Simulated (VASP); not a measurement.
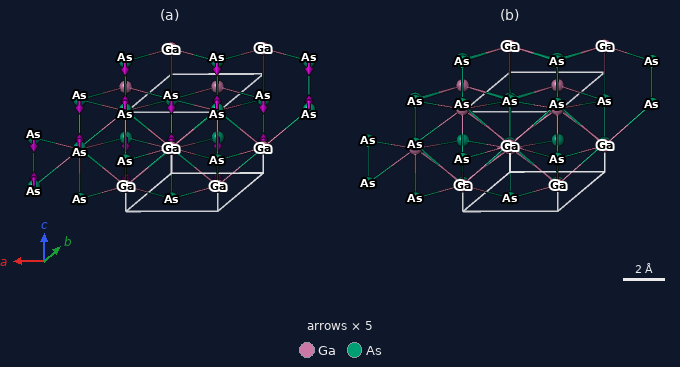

The structure of crystalline Ga2As3 (a generated structure, set up in P-6m2) before (left) and after (right) a relaxation, at one scale. The purple arrows give the displacements (the part carried along by the change of the cell is left out), 5 times their true length.

A ball-and-stick model of the cell of the calculation, repeated 2 × 2 × 1 with one cell outlined, seen from a free direction.

The run lets cell and atoms move.

These are results of Kohn-Sham DFT of a periodic cell, PBE, VASP PAW PBE potentials, recommended in VASP, not measurements.

Input file:
```
SYSTEM = Ga2As3
PREC = Accurate ; ENCUT = 600
EDIFF = 1E-7 ; ISMEAR = 0
SIGMA = 0.05 ; LREAL = .FALSE.
LASPH = .TRUE. ; NELM = 80
ALGO = Fast ; ISIF = 3
LWAVE = .FALSE. ; LCHARG = .FALSE.
GGA = PE ; IBRION = 2
NSW = 40 ; EDIFFG = -0.02
```

Command:
```bash
cat potpaw_PBE.64/Ga_d/POTCAR potpaw_PBE.64/As/POTCAR > POTCAR
mpirun -np 1 vasp_std > vasp.out
```

**Describe what moved and what it gained.**

The largest moves relative to the cell, 0.18 Å, are those of As atoms. Ga stays in place. The drawn cell changes as follows: a = b 4.583 → 4.730 Å (+3.2 %), c 5.628 → 5.664 Å (+0.6 %); the volume changes by +7.2 %. Some distances before and after: As–As 2.866 → 3.235 Å, As–As 2.762 → 2.429 Å, As–Ga 3.009 → 3.174 Å, As–Ga 2.646 → 2.731 Å. Bond angles that change, for instance: Ga–As–Ga 100.3° → 104.6°, Ga–As–As 62.4° → 66.0°. The space group stays P-6m2 (No. 187). Over 7 geometry steps the energy falls by 0.301 eV per cell of the calculation. The largest force component goes from 0.96 to 0.0021 eV/Å. The pressure goes from 3.21 to 0.02 GPa.
